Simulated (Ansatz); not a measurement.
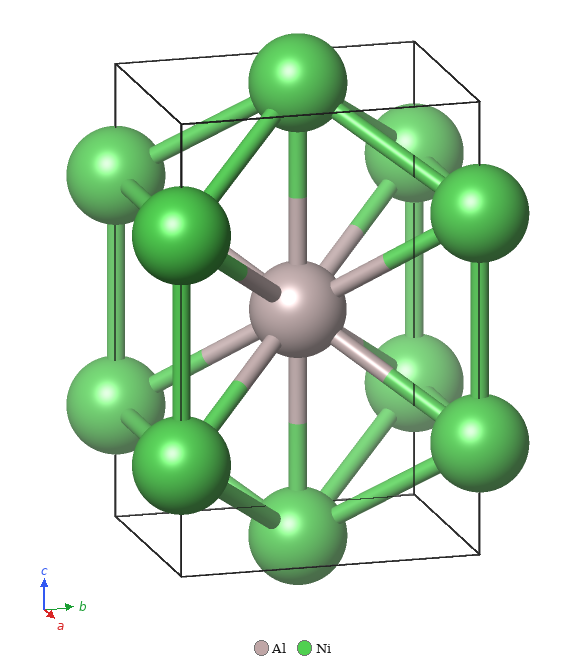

Drawn in the ball-and-stick manner and seen slightly off an axis. The parallelepiped is the simulation cell.

The run was set up as follows:
```yaml
crystal:
  lattice:
    - [2.6159397522, 0.0, 0.0]
    - [0.0, 3.3985803684, 0.0]
    - [0.0, 0.0, 5.140070814]
  atoms:
    - { symbol: Al, position: [0.5, 0.5, 0.5] }
    - { symbol: Ni, position: [0.0, 0.0, 0.7535723443] }
    - { symbol: Ni, position: [0.0, 0.0, 0.2464276557] }
    - { symbol: Ni, position: [0.5, 0.5, 0.0] }
basis:
  ecutwfc: 420
kpoints:
  mp_grid: { grid: [18, 14, 10] }
  band_path:
    path:
      - [[0.0, 0.0, 0.0], [0.5, 0.0, 0.0], [0.5, 0.5, 0.0], [0.0, 0.5, 0.0], [0.0, 0.0, 0.0], [0.0, 0.0, 0.5], [0.5, 0.0, 0.5], [0.5, 0.5, 0.5], [0.0, 0.5, 0.5], [0.0, 0.0, 0.5]]
      - [[0.5, 0.0, 0.0], [0.5, 0.0, 0.5]]
      - [[0.0, 0.5, 0.0], [0.0, 0.5, 0.5]]
      - [[0.5, 0.5, 0.0], [0.5, 0.5, 0.5]]
    npoints: 14
hamiltonian:
  xc: pbesol
scf:
  occupations: { method: gaussian, width: 0.1 }
  n_extra_bands: 10
output:
  forces: true
  stress: true
  eigenvalues: true
  populations: true
  dos: { projected: true, de: 0.02, nscf_kmesh: { grid: [22, 17, 12] } }
  bader: true
  write_density: true
  write_potential: true
  elf: true
  volumetric_format: npy
```
Run as:
```sh
ansatz run input.yaml --threads 4 --pin off --max-ram 8192MiB --backend cpu --events-out ev --progress --plain --runs-dir out
```

Results below were computed with Ansatz 0.2.0, DFT PBEsol, scalar-relativistic, plane waves, PAW; the settings were an energy cutoff of 420 eV, k-points on an 18×14×10 grid, Gaussian smearing of 0.1 eV, no spin polarisation (a spin-restricted run, not always the ground state).

Question: State the Bader charges by element.

Answer: Al +1.70 e; Ni -0.72 to -0.26 e.

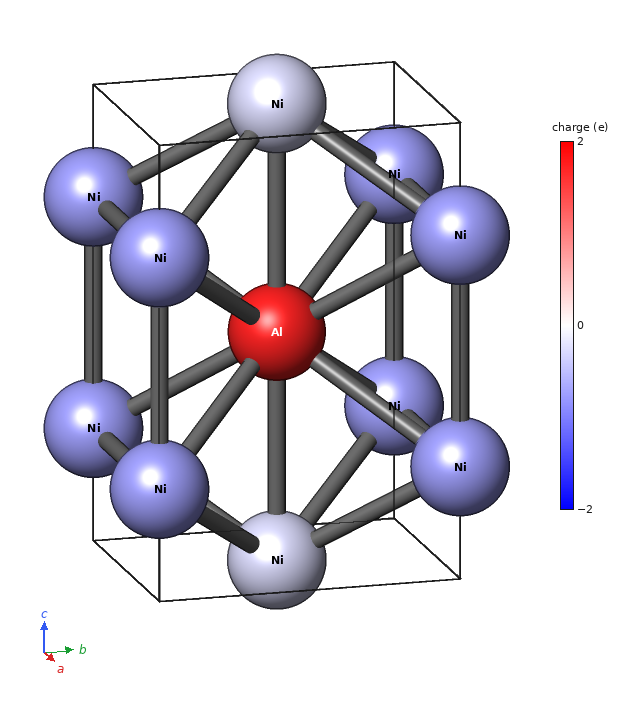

The atoms coloured by those charges.

The model was built from a structure type filled with these elements by a generator (whether the compound takes this form wasn't checked). Earlier steps of the study, as a rule a relaxation of our own, may have changed the cell and positions, so they can lie some per cent off the listed ones. It was run through Ansatz as a DFT input.

At this level of theory the run's own cell isn't at rest (stretched, at -7 GPa), so its distances can differ from those at equilibrium, the more so the softer the solid.
